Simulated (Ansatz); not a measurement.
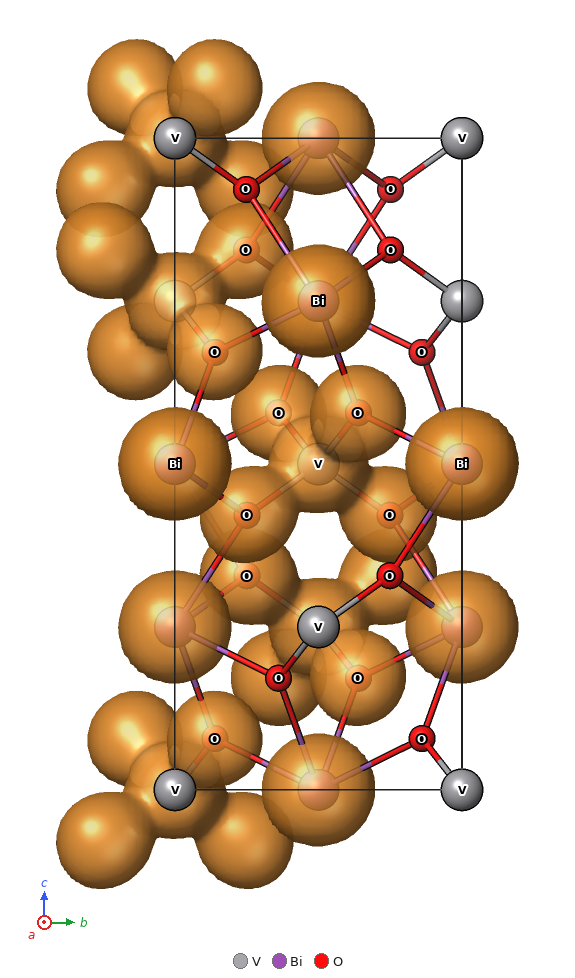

The picture shows: VBiO₄. Isosurface of the valence charge density (pseudo) at 0.6 e/Å³ (orange), seen along the a axis. Sticks mark near contacts.

Space group I4₁/a; computed without spin polarisation.

These are results of DFT r2SCAN, scalar-relativistic, plane waves, PAW in Ansatz 0.2.0, not measurements.

In a PAW calculation such maps are meaningful between the atoms, not at the nuclei.

How is the density connected at this value?

Answer. At this value the density breaks into separate islands; it holds about 80 % of the electrons treated as valence (semicore included). It bridges the sampled V–O (1.72 Å) contacts, where the density stays above the isovalue. It is pinched off along the sampled Bi–O (2.43 Å) and Bi–O (2.47 Å) contacts. On the grid the lowest density along these lines, outside the cores, is 1.3 e/Å³ (V–O, 1.72 Å), 0.35 e/Å³ (Bi–O, 2.43 Å) and 0.32 e/Å³ (Bi–O, 2.47 Å).
